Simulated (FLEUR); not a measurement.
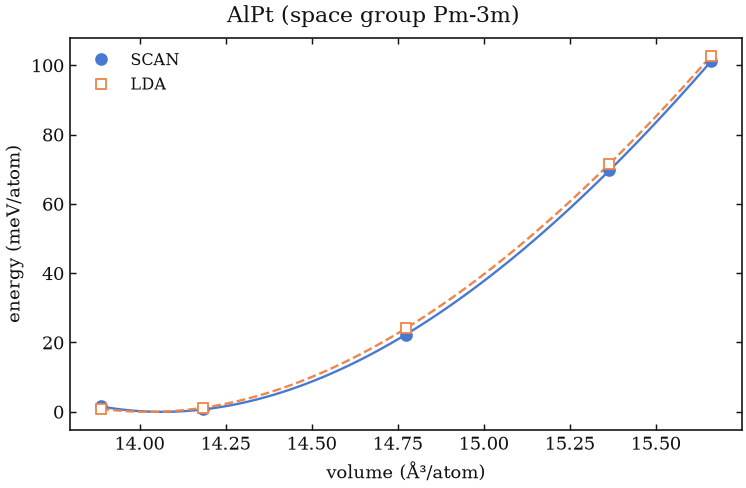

Plotted: energy against volume, with one curve for each functional, for AlPt (space group Pm-3m).

Method: all-electron LAPW DFT, no spin polarisation; energies at scaled volumes of the given cell, shape and fractions fixed, counted from the fit's minimum, third-order Birch-Murnaghan fit (FLEUR MaX-R8.1 (later development tree)). All runs: no spin polarisation.

k mesh 9×9×9; occupations Fermi–Dirac; smearing width 0.05 eV; potentials all electron.

Tabulate the plotted points.

SCAN:
```csv
volume (Å³/atom),energy (meV/atom)
13.89,2
14.18,1
14.77,22
15.36,70
15.66,101
```

LDA:
```csv
volume (Å³/atom),energy (meV/atom)
13.89,1
14.18,1
14.77,24
15.36,72
15.66,103
```

Note: spin-orbit coupling left out, heavy elements.
